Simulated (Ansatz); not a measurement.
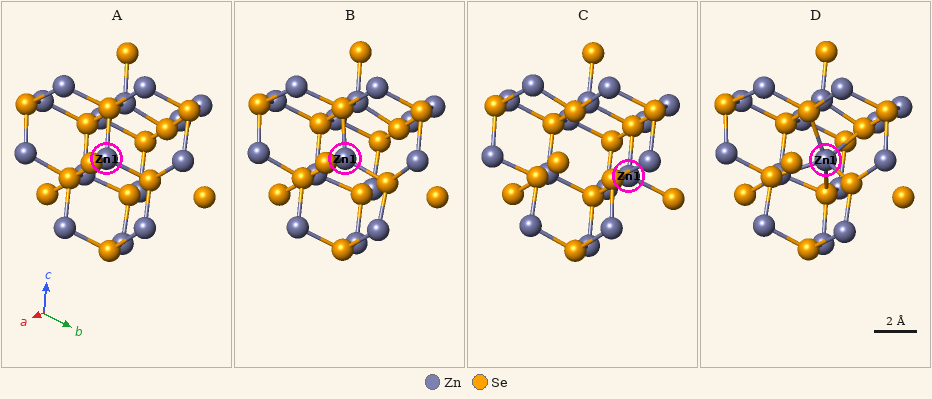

4 geometries from a converged minimum-energy path of a defect cell of composition Zn15Se16 (cell charge −2) (31 atoms in the cell), shuffled. The picture is a ball-and-stick view of the atoms within 5.5 Å of the middle of the path, seen slightly off an axis. The moving atom is ringed, with any periodic copies. Bonds to atoms that aren't drawn are left out.

The calculation used DFT PBEsol, scalar-relativistic, plane waves, PAW (Ansatz 0.2.0). Set-up: plane-wave cutoff 420 eV; k-point mesh 2 × 2 × 2; Gaussian smearing 0.02 eV; 5 movable images; climbing image.

> One of them is the converged climbing image. Which?

D. In order along the path, whose images run from 0 to 6: A (image 0, 0.00 eV), B (image 1, +0.34 eV), D (image 3, +1.26 eV), C (image 6, 0.00 eV). A Zn atom travels furthest, 3.85 Å from end to end, along [−1 1 0], on a path that bends up to 0.73 Å away from the straight line. At the highest image its nearest neighbour (Se) is 2.34 Å away, against 2.39 Å at the start, and the surrounding atoms stand up to 0.36 Å off the mean of their end positions.

Limits of the set-up: the cell is charged, on a uniform background, and energies carry no finite-size correction.

The run took 28 min on 8 threads of Intel(R) Xeon(R) Platinum 8259CL CPU @ 2.50GHz (Skylake/Cascade Lake), on a shared host, peak memory 7.8 GiB.
